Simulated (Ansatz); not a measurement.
## Geometry relaxation, with input and output: Ta

System: Ta (Im-3m, 1 atom in the cell).
Method: DFT r2SCAN, scalar-relativistic, plane waves, PAW, no spin polarisation (Ansatz 0.2.0).

The structure derives from a Materials Project entry.

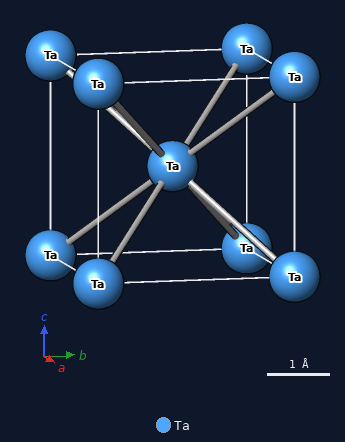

The input geometry (ball-and-stick view of the cell 2 times as large as that of the calculation, set on its symmetry axes, seen slightly off an axis). An atom can appear more than once, as a periodic image. Near neighbours in the periodic cell (some may lie outside the picture): Ta has 8 Ta at 2.87 Å.

### Summary

- outcome: converged
- space group (tolerance 0.01 Å): Im-3m (229)
- electrons treated: 13
- free energy: −9944.3221 eV
- Fermi energy: 18.446 eV
- gap on the k-point mesh: none (metallic)
- pressure: −0.02 GPa
- final volume: 18.04 Å³
- largest force (length of the vector) at the end: under 0.001 eV/Å
- final cell: a = 2.862 Å, b = 2.862 Å, c = 2.862 Å, α = 109.47°, β = 109.47°, γ = 109.47°
- hardware: 1 thread of AMD EPYC (Zen 3), 189 GiB of memory available, shared host
- wall time: 43 s
- peak memory: 0.43 GiB

Spin–orbit coupling is left out, which matters for Ta.

### Input
```yaml
crystal:
  lattice:
    - [-1.6549278069, 1.6549278069, 1.6549278069]
    - [1.6549278069, -1.6549278069, 1.6549278069]
    - [1.6549278069, 1.6549278069, -1.6549278069]
  atoms:
    - { symbol: Ta, position: [0.0, 0.0, 0.0] }
basis:
  ecutwfc: 500
kpoints:
  mp_grid: { grid: [18, 18, 18] }
hamiltonian:
  xc: r2scan
scf:
  occupations: { method: gaussian, width: 0.1 }
output:
  forces: true
  stress: true
  eigenvalues: true
  write_density: true
  write_potential: true
  elf: true
  volumetric_format: npy
relax:
  adjacent_minimum: "off"
  f_tol: 0.005
  max_steps: 80
  cell: { stress_tol: 0.05 }
```

Command:
```bash
ansatz run input.yaml --threads 1 --pin off --max-ram 2560MiB --backend cpu --events-out ev --progress --plain --runs-dir out
```

### What the program printed
```
Engine: ansatz 0.2.0, x86_64-unknown-linux-gnu
Pseudopotentials: kind: paw
Pseudopotential: Ta, paw, valence charge 13, recommended cutoff 500 eV (meta_gga), Ta.paw.azcp
Functional definition: r2SCAN
  parameter k0 = 0.174
  parameter k1 = 0.065
  parameter a1 = 4.9479
  exchange = r2scan_x(k0 = k0, k1 = k1, a1 = a1)
  correlation = r2scan_c
Crystal: 1 atoms, lattice volume = 18.130 Å³
Basis set: ecut = 500 eV, 459 PW (Γ), exchange–correlation on 96×96×96 points (64 copies of the dense FFT grid, shifted against one another)
Bands: 11, of which v1, the nominal top of the filled ones, is band 7 counted from 1 (6 counted from 0)
Symmetry: 48 space group operations
Space group: Im-3m (ITA 229), of the structure as read, at distance tolerance 2.6e-5 Å
k-points: 195 of 5832
Non-local potential: Ta, projectors of the file, l = 0: 3, l = 1: 2, l = 2: 2, l = 3: 1
PAW form: soft (Blöchl's): semilocal exchange-correlation on the pseudo side does not see the compensation charge
PAW frozen core: Ta, regenerated for the run's functional (the file was generated under x = pbe(κ = 0.804, μ = 0.2195149727645171), c = pbe(β = 0.06672455060314922))
PAW one-centre angular grid: Ta, 590 points (default); XC on 160 Gauss nodes
Initial density: superposition of atomic densities (neutral atoms: chi_scale 0, normalization atom), corrected by the library's trained network
Initial wavefunctions: pseudopotential atomic-orbital guess
Functional: x = r2scan, c = r2scan; τ floored in thin density (d = 2e-4 eV/Å³)
SCF iter   1: F=—  HF=-9944.304244 eV  |F-HF|=—  |Δ(HF+E_count)|=         —  Δρ=6.07e-3  dr2=1.67e-3  dr2_τ=1.50e-2  ethr=1.77e-3  ⟨swp⟩=5.5  Hψ=12811  notcnv=0
preconditioner: auto → none  [metal: Δε(μ)=0.019 eV  Ē_g=8.702 eV  σ=0.100 eV  W_gap=0.11  n_scr=0 (ndim 8)  ℏωp=19.5 eV  f_vac=0.000  D(μ)=1.11/eV (n_scr^D=12)]
SCF iter   2: F=—  HF=-9944.321092 eV  |F-HF|=—  |Δ(HF+E_count)|=   1.68e-2  Δρ=3.52e-3  dr2=6.62e-4  dr2_τ=2.33e-4  ethr=1.28e-5  ⟨swp⟩=2.0  Hψ=4973  notcnv=0  defer=15
SCF iter   3: F=—  HF=-9944.321874 eV  |F-HF|=—  |Δ(HF+E_count)|=   7.82e-4  Δρ=3.56e-4  dr2=1.94e-5  dr2_τ=1.33e-5  ethr=5.09e-6  ⟨swp⟩=2.0  Hψ=3026  notcnv=0  defer=15
SCF iter   4: F=—  HF=-9944.321872 eV  |F-HF|=—  |Δ(HF+E_count)|=   2.76e-6  Δρ=1.53e-4  dr2=1.79e-6  dr2_τ=1.01e-6  ethr=1.49e-7  ⟨swp⟩=2.5  Hψ=3222  notcnv=0  defer=15
SCF iter   5: F=—  HF=-9944.321872 eV  |F-HF|=—  |Δ(HF+E_count)|=   7.94e-7  Δρ=8.89e-5  dr2=5.80e-7  dr2_τ=2.45e-7  ethr=1.38e-8  ⟨swp⟩=1.0  Hψ=2083  notcnv=0  defer=15
SCF iter   6: F=-9944.321873 eV  HF=-9944.321873 eV  |F-HF|=5.34e-9  |Δ(HF+E_count)|=   2.49e-7  Δρ=1.13e-5  dr2=1.08e-8  dr2_τ=6.54e-9  ethr=7.69e-10  ⟨swp⟩=7.4  Hψ=12555  notcnv=0
SCF 1 converged in 6 iterations: F = -9944.321873 eV  dr2 = 1.08e-8
  greatest PAW one-centre occupation: 0.998 electrons in one spin orbital (limit 2), on the Ta atom at site 0 (counted from 0), in its partial waves of l = 0
relax step   1: F+E_penalty+E_count = -9944.32187269 eV  Δ(F+E_penalty+E_count) = +0.000e0 eV  max|allowed force component| = 0.000e0 eV/Å  Δτ_max = 0.0000 Å  P = -0.963 GPa  Ω = 18.130 Å³  (6 SCF iters, dr2 threshold 1.00e-7 eV, accepted)
Crystal: 1 atoms, lattice volume = 17.787 Å³
Basis set: ecut = 500 eV, 429 PW (Γ), exchange–correlation on 96×96×96 points (64 copies of the dense FFT grid, shifted against one another)
Initial density: handed on by an earlier stage of this run
Initial wavefunctions: those handed on with the density
iter 1 solved again at ethr=1.50e-6 eV; its pass at ethr=3.10e-3 eV (dr2=1.96e-4 eV) is discarded
SCF iter   1: F=—  HF=-9944.313731 eV  |F-HF|=—  |Δ(HF+E_count)|=         —  Δρ=9.73e-4  dr2=1.51e-4  dr2_τ=4.28e-3  ethr=1.50e-6  ⟨swp⟩=2.3  Hψ=15294  notcnv=0
preconditioner: auto → none  [metal: Δε(μ)=0.033 eV  Ē_g=8.860 eV  σ=0.100 eV  W_gap=0.18  n_scr=0 (ndim 8)  ℏωp=19.7 eV  f_vac=0.000  D(μ)=1.08/eV (n_scr^D=12)]
SCF iter   2: F=—  HF=-9944.319885 eV  |F-HF|=—  |Δ(HF+E_count)|=   6.15e-3  Δρ=3.30e-4  dr2=6.04e-6  dr2_τ=5.76e-6  ethr=1.16e-6  ⟨swp⟩=2.1  Hψ=3431  notcnv=0
SCF iter   3: F=—  HF=-9944.319910 eV  |F-HF|=—  |Δ(HF+E_count)|=   2.56e-5  Δρ=1.88e-4  dr2=1.92e-6  dr2_τ=5.75e-7  ethr=4.65e-8  ⟨swp⟩=2.3  Hψ=3136  notcnv=0
SCF iter   4: F=-9944.319917 eV  HF=-9944.319917 eV  |F-HF|=3.97e-9  |Δ(HF+E_count)|=   6.39e-6  Δρ=5.16e-6  dr2=2.29e-9  dr2_τ=3.89e-9  ethr=7.69e-10  ⟨swp⟩=8.0  Hψ=15203  notcnv=0
SCF 2 converged in 4 iterations: F = -9944.319917 eV  dr2 = 2.29e-9
relax step   2: F+E_penalty+E_count = -9944.31991668 eV  Δ(F+E_penalty+E_count) = +1.956e-3 eV  max|allowed force component| = 0.000e0 eV/Å  Δτ_max = 0.0000 Å  P = +2.972 GPa  Ω = 17.787 Å³  energy of the carried Pulay correction = +1.318e-4 eV  (4 SCF iters, dr2 threshold 1.00e-7 eV, rejected (line search))
Crystal: 1 atoms, lattice volume = 18.045 Å³
iter 1 solved again at ethr=8.78e-7 eV; its pass at ethr=3.10e-3 eV (dr2=1.14e-4 eV) is discarded
SCF iter   1: F=—  HF=-9944.318506 eV  |F-HF|=—  |Δ(HF+E_count)|=         —  Δρ=7.45e-4  dr2=8.89e-5  dr2_τ=2.47e-3  ethr=8.78e-7  ⟨swp⟩=2.4  Hψ=15314  notcnv=0
preconditioner: auto → none  [metal: Δε(μ)=0.049 eV  Ē_g=8.737 eV  σ=0.100 eV  W_gap=0.26  n_scr=0 (ndim 8)  ℏωp=19.5 eV  f_vac=0.000  D(μ)=1.11/eV (n_scr^D=12)]
SCF iter   2: F=—  HF=-9944.322150 eV  |F-HF|=—  |Δ(HF+E_count)|=   3.64e-3  Δρ=2.50e-4  dr2=3.55e-6  dr2_τ=2.87e-6  ethr=6.84e-7  ⟨swp⟩=2.0  Hψ=3425  notcnv=0
SCF iter   3: F=—  HF=-9944.322164 eV  |F-HF|=—  |Δ(HF+E_count)|=   1.37e-5  Δρ=1.40e-4  dr2=1.09e-6  dr2_τ=3.27e-7  ethr=2.73e-8  ⟨swp⟩=3.0  Hψ=3457  notcnv=0
SCF iter   4: F=—  HF=-9944.322167 eV  |F-HF|=—  |Δ(HF+E_count)|=   3.38e-6  Δρ=6.70e-6  dr2=3.77e-9  dr2_τ=5.92e-9  ethr=8.38e-9  ⟨swp⟩=2.0  Hψ=3201  notcnv=0
SCF iter   5: F=—  HF=-9944.322167 eV  |F-HF|=—  |Δ(HF+E_count)|=   1.99e-9  Δρ=2.29e-6  dr2=6.31e-10  dr2_τ=1.73e-11  ethr=2.90e-11  ⟨swp⟩=2.7  Hψ=3464  notcnv=0
SCF iter   6: F=—  HF=-9944.322167 eV  |F-HF|=—  |Δ(HF+E_count)|=  2.47e-10  Δρ=6.59e-7  dr2=3.91e-11  dr2_τ=5.59e-12  ethr=4.85e-12  ⟨swp⟩=2.5  Hψ=3232  notcnv=0
SCF iter   7: F=-9944.322167 eV  HF=-9944.322167 eV  |F-HF|=1.09e-11  |Δ(HF+E_count)|=  5.82e-11  Δρ=2.42e-7  dr2=5.59e-12  dr2_τ=8.80e-13  ethr=1.00e-12  ⟨swp⟩=5.6  Hψ=7787  notcnv=0
SCF 3 converged in 7 iterations: F = -9944.322167 eV  dr2 = 5.59e-12
relax step   3: F+E_penalty+E_count = -9944.32216730 eV  Δ(F+E_penalty+E_count) = -2.946e-4 eV  max|allowed force component| = 0.000e0 eV/Å  Δτ_max = 0.0000 Å  P = -0.019 GPa  Ω = 18.045 Å³  energy of the carried Pulay correction = +3.249e-5 eV  (7 SCF iters, accepted)
Initial wavefunctions: pseudopotential atomic-orbital guess (no wavefunctions were taken with the density)
iter 1 solved again at ethr=2.18e-8 eV; its pass at ethr=3.10e-3 eV (dr2=2.83e-6 eV) is discarded
SCF iter   1: F=—  HF=-9944.322135 eV  |F-HF|=—  |Δ(HF+E_count)|=         —  Δρ=1.18e-5  dr2=2.74e-9  dr2_τ=2.92e-8  ethr=2.18e-8  ⟨swp⟩=3.4  Hψ=19147  notcnv=0
preconditioner: auto → none  [metal: Δε(μ)=0.036 eV  Ē_g=8.742 eV  σ=0.100 eV  W_gap=0.20  n_scr=0 (ndim 8)  ℏωp=19.5 eV  f_vac=0.000  D(μ)=1.11/eV (n_scr^D=12)]
SCF iter   2: F=—  HF=-9944.322135 eV  |F-HF|=—  |Δ(HF+E_count)|=   3.03e-7  Δρ=5.84e-6  dr2=6.58e-10  dr2_τ=9.28e-10  ethr=2.11e-11  ⟨swp⟩=2.5  Hψ=3463  notcnv=0
SCF iter   3: F=-9944.322135 eV  HF=-9944.322135 eV  |F-HF|=0.00e0  |Δ(HF+E_count)|=  8.44e-10  Δρ=2.46e-7  dr2=3.11e-12  dr2_τ=9.74e-13  ethr=1.00e-12  ⟨swp⟩=4.4  Hψ=10518  notcnv=0
SCF 4 converged in 3 iterations: F = -9944.322135 eV  dr2 = 3.11e-12
relax step   4: F+E_penalty+E_count = -9944.32213465 eV  Δ(F+E_penalty+E_count) = +3.264e-5 eV  max|allowed force component| = 0.000e0 eV/Å  Δτ_max = 0.0000 Å  P = -0.020 GPa  Ω = 18.045 Å³  stress off target by 1.96e-2 GPa  SCF on the basis re-selected at this cell (its energy is not comparable with the rows above)  (3 SCF iters)
```

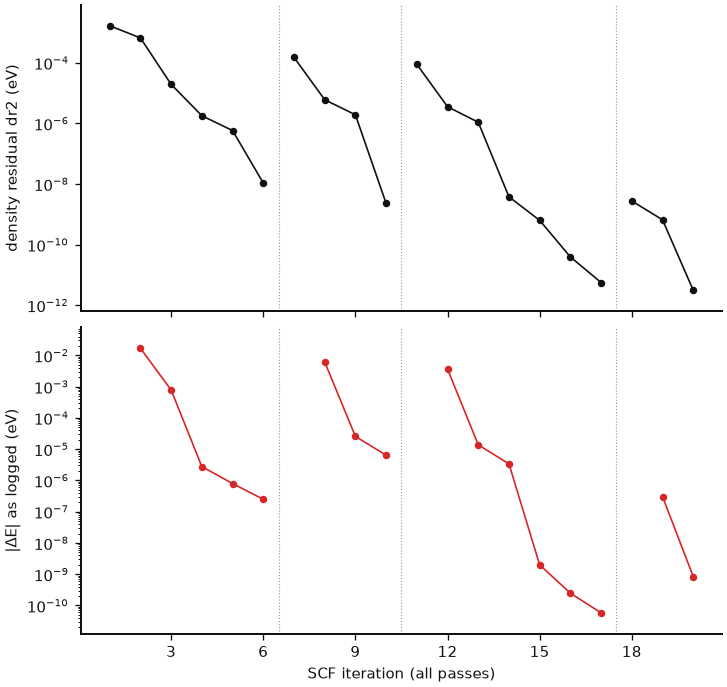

Convergence of the self-consistent field: density residual dr2 and size of the energy change against the SCF iteration. The dotted lines part the SCF passes of the relaxation: geometry steps, rejected trials and re-solves on a re-selected basis. The passes take 6, 4, 7 and 3 iterations.

```
basis re-selected at this cell: Δ(F+E_penalty+E_count) = +3.264e-5 eV, ΔP = -0.001 GPa vs the last step (what re-selecting the basis moved, of the pressure what is left beyond the Pulay correction that the steps carried, after the strain that the cell walked since its last selection, with what the two solves' SCF thresholds leave and, on support functions, any second-order correction that the steps lacked; it is no measure of the basis error at this ecutwfc). This SCF's stress stands 1.96e-2 GPa from its target on what of the cell is left free (relax.cell.stress_tol is 5.00e-2 GPa) and its largest allowed force component is 0.00e0 eV/Å (relax.f_tol is 5.00e-3 eV/Å): within both
SCF converged after 3 iterations
Free energy (F): -9944.322135 eV
Harris-Foulkes:  -9944.322135 eV  (|F-HF|=0.00e0)
Internal energy: -9944.316600 eV  (E = F + TS)
E sigma→0 (E₀):  -9944.319367 eV
Entropy (-TS):   -0.005535 eV (-5.535 meV/atom)
Fermi energy:    18.446106 eV
--- Per-component energies (eV) ---
  E_band       = -116.981079
  E_kinetic    = 366.936681
  E_local      = -548.669976  (includes V_loc(G=0)·N_el)
  E_nonlocal   = 14.996850
  E_hartree    = 190.540074
  E_xc         = -204.402964
  E_vxc        = -222.056655  (∫ρ·V_xc dr)
  E_paw        = -8423.003583  (= ΣΔE_a)
  E_vpaw       = -120.489510  (= ΣTr[D̂ρ^β])
  E_aug_tail   = 0.000085  (compensation charges beyond the density's cutoff)
  E_vtau       = 11.221334  (kinetic-family band-sum trace: ∫τ·v_τ [+ j·A + Jᵃ·Aᵃ] dr)
  E_ewald      = -1339.957487
  E_core_change = -0.756280  (= ΣΔE_core)
  E_smearing   = -0.005535  (= −TS)
  E_closure    = 0.000000  (closes the sum)
  Σ components = -9944.322135   (vs F -9944.322135, Δ=0.00e0)
--- Forces (eV/Å), atoms counted from 1 ---
  atom   1  Ta     0.00000000    -0.00000000    -0.00000000
  max |Σ_I F_I| component: 3.49e-32 eV/Å
--- Stress (GPa, compression-positive) ---
       -0.019648      -0.000000       0.000000
       -0.000000      -0.019648      -0.000000
        0.000000      -0.000000      -0.019648
  P = ⅓ Tr σ = -0.0196 GPa (-0.196 kbar)
--- Band table (eV; the first three rows and the last of 195) ---
  k-point 0: bands = ["-50.4601", "-15.7273", "-15.7273", "-15.7273", "10.1578", "19.2870", "19.2870", "19.2870", "22.7671", "22.7671", "33.7184"]
  k-point 1: bands = ["-50.4563", "-15.7675", "-15.7395", "-15.7275", "10.3011", "19.1912", "19.2582", "19.4266", "22.6073", "22.7657", "33.8483"]
  k-point 2: bands = ["-50.4454", "-15.8821", "-15.7747", "-15.7281", "10.7164", "18.9278", "19.1389", "19.8410", "22.2732", "22.7701", "34.1758"]
  k-point 194: bands = ["-50.2413", "-16.5775", "-16.5775", "-16.5775", "14.5139", "14.5139", "25.5429", "25.5429", "25.5429", "27.3967", "27.3967"]
--- Relaxed structure (3 steps of the walk, 2 accepted, 1 SCFs on fresh bases) ---
  F+E_penalty+E_count = -9944.32213465 eV   max|allowed force component| = 0.000e0 eV/Å   (the final SCF, on the basis selected at the relaxed cell)
  cell:  # Å, volume = 18.0448 Å³
    - [-1.6523323629082125, 1.6523323629082125, 1.6523323629082125]
    - [1.6523323629082125, -1.6523323629082125, 1.6523323629082125]
    - [1.6523323629082125, 1.6523323629082125, -1.6523323629082125]
  atoms:
    - { symbol: Ta, position: [0.0, 0.0, 0.0] }
```

### Trajectory as extended XYZ (Å, eV, eV/Å), 4 frames, from step=1 to step=4
```
1
Lattice="-1.6549 1.6549 1.6549 1.6549 -1.6549 1.6549 1.6549 1.6549 -1.6549" Properties=species:S:1:pos:R:3:forces:R:3 step=1 energy=-9944.32187 pressure_GPa=-0.96
Ta    0.0000    0.0000    0.0000    0.0000   0.0000   0.0000
1
Lattice="-1.6444 1.6444 1.6444 1.6444 -1.6444 1.6444 1.6444 1.6444 -1.6444" Properties=species:S:1:pos:R:3:forces:R:3 step=2 energy=-9944.31992 pressure_GPa=2.97 accepted=F
Ta    0.0000    0.0000    0.0000    0.0000   0.0000   0.0000
1
Lattice="-1.6523 1.6523 1.6523 1.6523 -1.6523 1.6523 1.6523 1.6523 -1.6523" Properties=species:S:1:pos:R:3:forces:R:3 step=3 energy=-9944.32217 pressure_GPa=-0.02
Ta    0.0000    0.0000    0.0000    0.0000   0.0000   0.0000
1
Lattice="-1.6523 1.6523 1.6523 1.6523 -1.6523 1.6523 1.6523 1.6523 -1.6523" Properties=species:S:1:pos:R:3:forces:R:3 step=4 energy=-9944.32214 pressure_GPa=-0.02
Ta    0.0000    0.0000    0.0000    0.0000   0.0000   0.0000
```

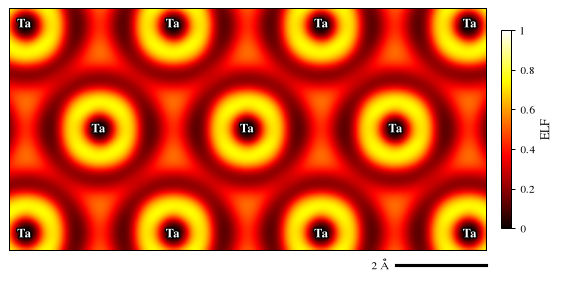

Electron localisation function on the (11̄0) plane of the conventional cell. Ta–Ta (2.86 Å): the ELF is about 0.30 at the midpoint; no shared electron pair. The ELF has a maximum of about 0.50 in the space between the atoms. The strong features right at Ta lie inside the PAW spheres (semicore, d or f shells) and say nothing about bonding. The fields are those of the smooth PAW valence density.

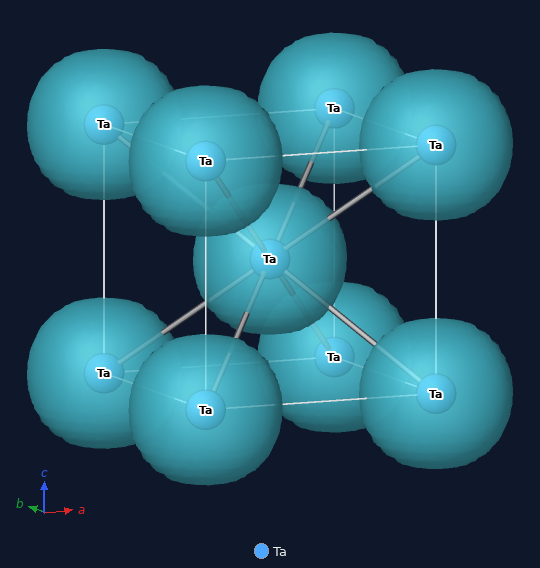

Isosurface of the valence pseudo-density at 0.6 e/Å³ (cyan), seen slightly off an axis. Sticks mark near contacts. The outline is the cell set on symmetry axes. At this value the density breaks into separate islands; it holds about 70 % of the electrons treated as valence (semicore included). It is pinched off along the Ta–Ta (2.86 Å) contacts. On the grid the lowest density along these lines, outside the cores, is 0.3 e/Å³ (Ta–Ta, 2.86 Å).

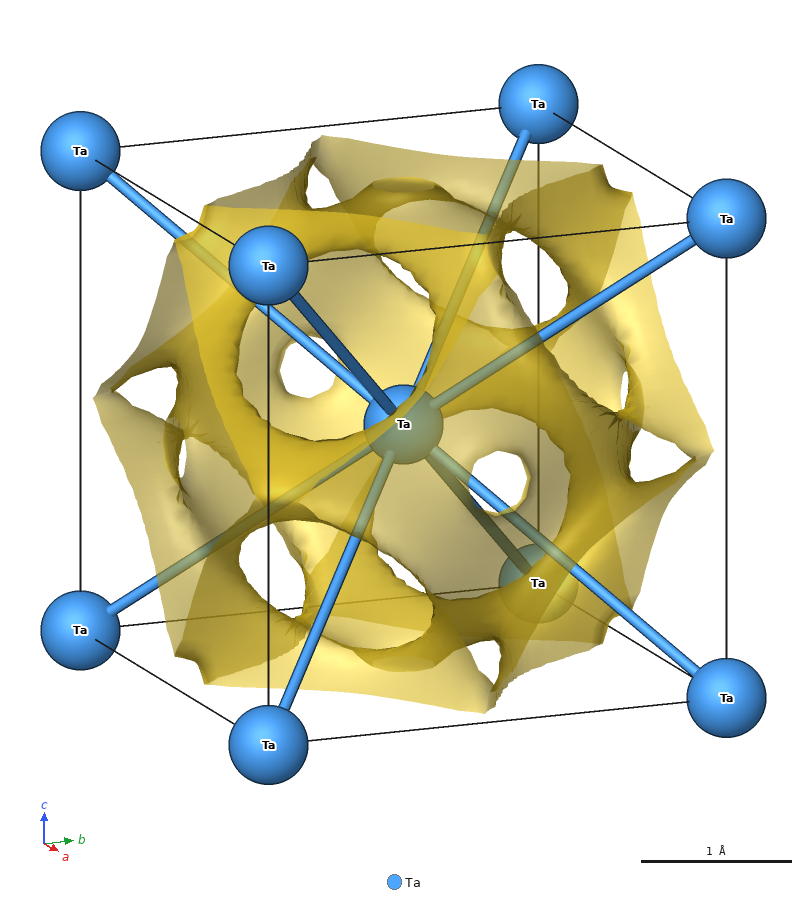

Isosurface of the electron localisation function at 0.45 (yellow), seen slightly off an axis. Core shells and regions of very low density are left out. Sticks mark near contacts. The outline is the cell set on symmetry axes. Values along the shortest contacts: Ta–Ta (2.86 Å): the ELF is about 0.30 at the midpoint; no shared electron pair.
